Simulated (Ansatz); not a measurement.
Structure data:

```cif
data_structure
_symmetry_space_group_name_H-M 'P 63/m m c'
_symmetry_Int_Tables_number 194
_cell_length_a 3.2793
_cell_length_b 3.2793
_cell_length_c 12.6033
_cell_angle_alpha 90.000
_cell_angle_beta 90.000
_cell_angle_gamma 120.000
_cell_volume 117.38
loop_
_atom_site_label
_atom_site_type_symbol
_atom_site_symmetry_multiplicity
_atom_site_Wyckoff_symbol
_atom_site_fract_x
_atom_site_fract_y
_atom_site_fract_z
_atom_site_occupancy
W1 W 2 d 0.66667 0.33333 0.25000 1
Se1 Se 4 f 0.33333 0.66667 0.38216 1
```

Before looking at a picture, describe the arrangement of atoms.

Answer. The structure is one of WSe₂. Within 0.01 Å the space group is P6_3/mmc (No. 194), primitive hexagonal: 2H molybdenite (MoS₂) type. Counting shared atoms by their share gives 2 W, 4 Se, or 6 atoms. W bonds to six Se in a trigonal prismatic arrangement at 2.52 Å. Se bonds to three W in a trigonal pyramidal arrangement at 2.52 Å. Not all metal-metal contacts are counted. The bonds build WSe2 layers parallel to (001).

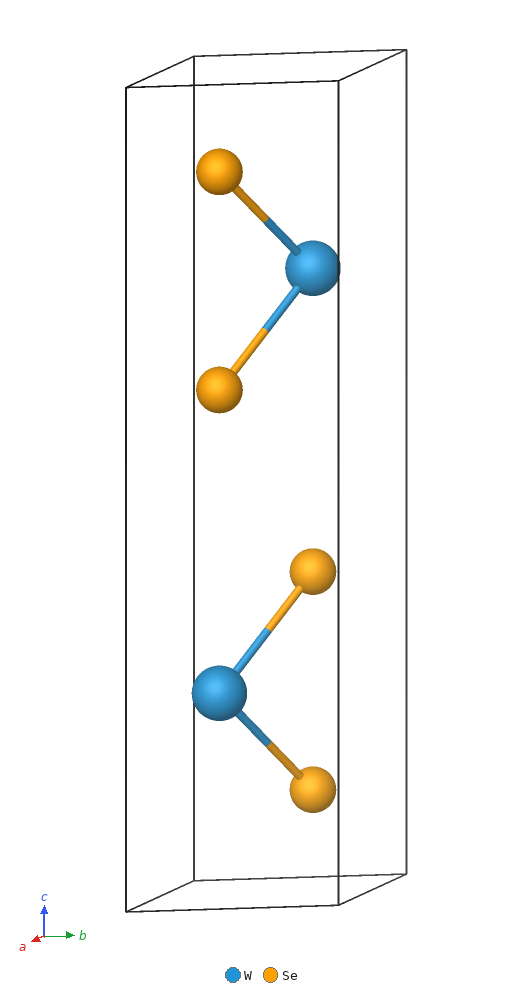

The image is a ball-and-stick drawing of a crystal, viewed slightly off an axis. The lines enclose the unit cell; boundary atoms appear with their images. Colours: tungsten blue, selenium orange.

Starting structure: a structure listed in the Materials Project. The cell was then strained or its atoms displaced on purpose. It was the input of a calculation with Ansatz.
